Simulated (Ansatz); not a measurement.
System: TaSi$_{2}$.

```cif
data_structure
_symmetry_space_group_name_H-M 'P 1'
_symmetry_Int_Tables_number 1
_cell_length_a 4.7477
_cell_length_b 4.7477
_cell_length_c 6.5590
_cell_angle_alpha 90.000
_cell_angle_beta 90.000
_cell_angle_gamma 120.000
_cell_volume 128.04
loop_
_atom_site_label
_atom_site_type_symbol
_atom_site_fract_x
_atom_site_fract_y
_atom_site_fract_z
_atom_site_occupancy
Ta1 Ta 0.00000 0.50000 0.33333 1
Ta2 Ta 0.50000 0.50000 0.66667 1
Ta3 Ta 0.50000 0.00000 0.00000 1
Si1 Si 0.31909 0.15954 0.33333 1
Si2 Si 0.15954 0.84046 0.66667 1
Si3 Si 0.84046 0.68091 0.00000 1
Si4 Si 0.68091 0.84046 0.33333 1
Si5 Si 0.84046 0.15954 0.66667 1
Si6 Si 0.15954 0.31909 0.00000 1
```

Space group P6₄22.

All numbers below come from Ansatz 0.2.0, Kohn-Sham DFT of a periodic cell, revPBE with D4, Ansatz PAW.

Q: What will maps of the valence pseudo-density and electron localisation function show?

A: Ta–Si (2.60 Å): ρ is about 0.4 e/Å³ halfway; the ELF peaks at about 0.75 in the valence shell of Si, 0.9 Å from its nucleus, and is about 0.40 at the midpoint.

Q: Does the calculation make it a metal, or give it a gap?

A: It is gapless in this calculation (a metal or semimetal).

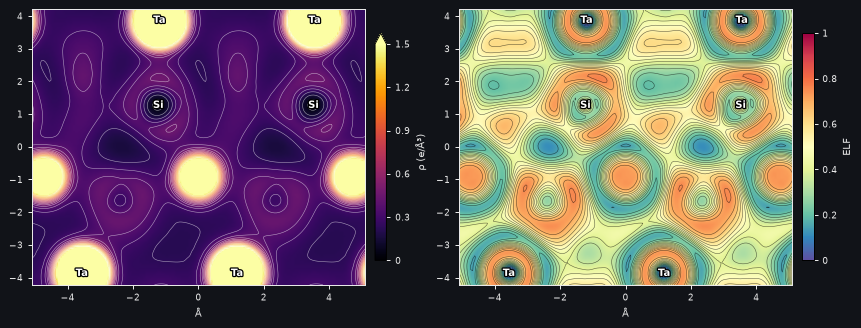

Computed valence pseudo-density and electron localisation function on the (101) plane of the conventional cell, in this order. Atoms just off the plane (Ta, 0.6 Å away and Si, 0.5 Å away) can leave unmarked features too.

Core electrons are frozen (PAW), and the valence fields are smoothed inside the atomic spheres.
